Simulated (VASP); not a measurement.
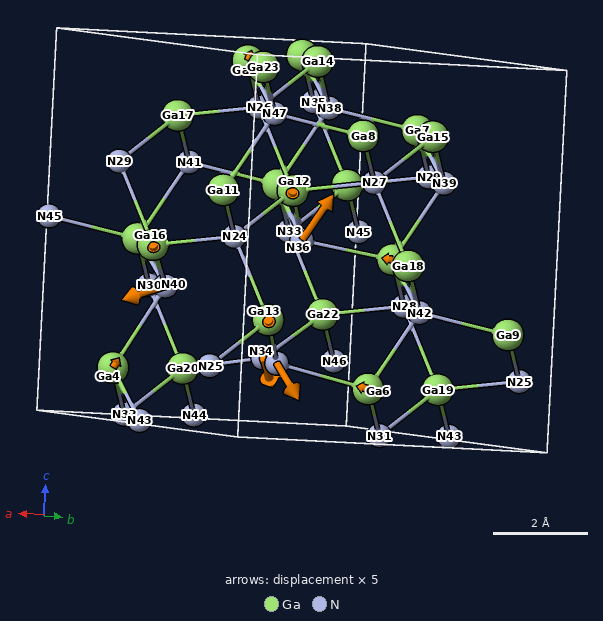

This is a relaxation of a defect cell of composition Ga23N24. The starting structure is drawn; orange arrows show the displacements, 5 times their true length.

The picture is a ball-and-stick view of the cell of the calculation, reduced to other axes (origin shifted), seen from a free direction. Lengths and directions refer to the drawn axes.

The run lets the atoms move in a fixed cell.

The calculation used Kohn-Sham DFT of a periodic cell, PBE, VASP PAW PBE potentials, recommended in VASP.

The input:
```
PREC = Normal
ENCUT = 450
EDIFF = 1E-6
ISMEAR = 0
SIGMA = 0.01
LREAL = Auto
LASPH = T
NELM = 150
ALGO = Normal
ISIF = 2
LWAVE = F
LCHARG = F
ISPIN = 2
MAGMOM = 0 0 0 0 0 0 0 0 0 0 0 0 0 0 0 0 0 0 0 0 0 0 0 0 0 0 0 0 0 0 0 0 0 0.5 0 0.5 0.5 0 0 0.5 0 0 0 0 0 0 0
LORBIT = 11
GGA = PE
IBRION = 2
NSW = 70
EDIFFG = -0.025
AMIX = 0.2
BMIX = 1E-4
AMIX_MAG = 0.8
BMIX_MAG = 1E-4
ICORELEVEL = 1
NELECT = 422.0
ISYM = 0
LUSENCCL = F
```

Command:
```bash
cat potpaw_PBE.64/Ga_d/POTCAR potpaw_PBE.64/N/POTCAR > POTCAR
mpirun -np 1 vasp_std > vasp.out
```

Question: Atoms of which element are displaced furthest, and by how much?

Answer: Nitrogen: up to 0.25 Å, against 0.06 Å for gallium.

Question: What did the optimiser do to the structure, and how much energy did it gain?

Answer: Over 13 geometry steps the energy falls by 1.861 eV per cell of the calculation. The largest force component goes from 2.2 to 0.02 eV/Å. An N atom moves most: 0.25 Å along [−2 1 3]. Largest moves by element: N 0.25 Å, Ga 0.06 Å. The cell doesn't change. Near-neighbour distances that change, for instance: Ga–N 2.081 → 1.867 Å, Ga–N 2.039 → 1.867 Å, Ga–N 2.017 → 1.874 Å, Ga–N 1.995 → 1.866 Å. Among the angles between lasting bonds that change: Ga–N–Ga 103.8° → 113.5°, N–Ga–N 107.3° → 115.9°, Ga–N–Ga 106.0° → 113.9°.

Limits of the set-up: the periodic images lie only 8.3 Å apart, so the values are limited by the cell's size.
